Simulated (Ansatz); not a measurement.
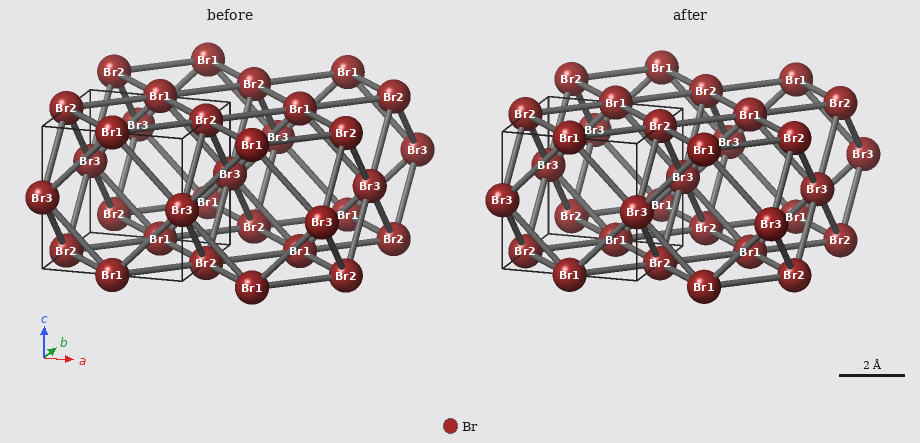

The structure of crystalline Br (set up in Pm-3m) before (left) and after (right) a relaxation, at one scale.

Style: ball-and-stick. Shown: the cell of the calculation, repeated 2 × 2 × 1 with one cell outlined, slightly off an axis.

All numbers below come from DFT PBEsol, scalar-relativistic, plane waves, PAW in Ansatz 0.2.0. (plane-wave cutoff 420 eV; k-point mesh 10 × 10 × 10; occupations gaussian; smearing width 0.1 eV; no spin polarisation; cell and atoms relaxed; force threshold 0.005 eV/Å; at most 80 steps)

> What changed between the two?

After 3 accepted moves (4 points after the start) the energy has fallen by 0.106 eV per cell of the calculation. All forces vanish by symmetry, so only the cell relaxes. Pressure: −2.83 GPa at the start and 0.00 GPa at the end. The SCF was repeated once at an unchanged geometry on a basis and grid sized afresh for the cell, which shifted the energy by 1.1 meV per cell of the calculation at most. No atom moves by more than 0.005 Å relative to the cell. The volume changes by −10.9 %, with a = b = c 4.598 → 4.424 Å (−3.8 %). Among the contacts that change: Br1–Br2 3.251 → 3.128 Å. The space group stays Pm-3m (No. 221). The run took roughly 40 core-seconds on a shared host.

Limits of the set-up: an odd number of electrons was run without spin polarisation, which fails if the electron would localise.
